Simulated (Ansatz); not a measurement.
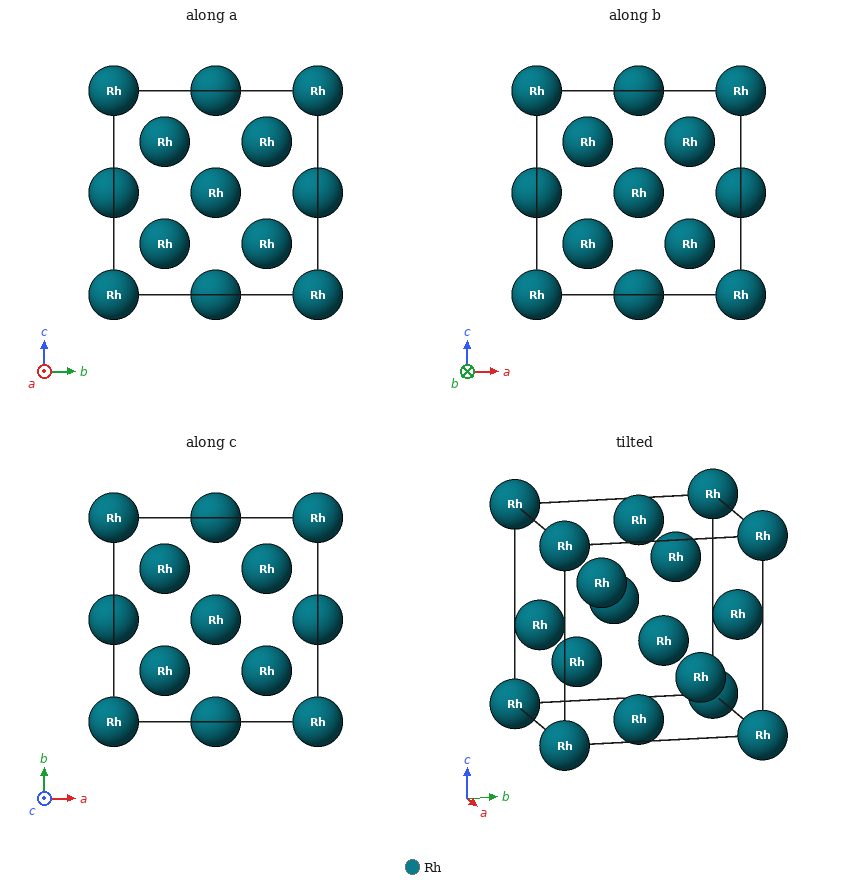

The image is a spheres-only drawing of a crystal, viewed along the a axis, along the b axis, along the c axis and slightly off an axis. The conventional unit cell is outlined; an atom on or near a face, edge or corner is repeated at each equivalent position.

Lattice parameters: a = 5.3150 Å, b = 5.3150 Å, c = 5.3150 Å, α = 90.000°, β = 90.000°, γ = 90.000°.

### Put the structure into a CIF in P1 with every atom of the cell.

```cif
data_structure
_symmetry_space_group_name_H-M 'P 1'
_symmetry_Int_Tables_number 1
_cell_length_a 5.3150
_cell_length_b 5.3150
_cell_length_c 5.3150
_cell_angle_alpha 90.000
_cell_angle_beta 90.000
_cell_angle_gamma 90.000
_cell_volume 150.14
loop_
_atom_site_label
_atom_site_type_symbol
_atom_site_fract_x
_atom_site_fract_y
_atom_site_fract_z
_atom_site_occupancy
Rh1 Rh 0.7500 0.7500 0.2500 1
Rh2 Rh 0.0000 0.5000 0.5000 1
Rh3 Rh 0.7500 0.2500 0.7500 1
Rh4 Rh 0.0000 0.0000 0.0000 1
Rh5 Rh 0.2500 0.7500 0.7500 1
Rh6 Rh 0.5000 0.5000 0.0000 1
Rh7 Rh 0.2500 0.2500 0.2500 1
Rh8 Rh 0.5000 0.0000 0.5000 1
```

Provenance: a structure type filled with this element by a generator (whether the element takes this form wasn't checked). Earlier steps of the study may have refined or changed the cell and positions. It went into a calculation with Ansatz.

At this level of theory the cell isn't at rest (compressed, at 15 GPa), so its distances can differ from those at equilibrium, the more so the softer the solid.
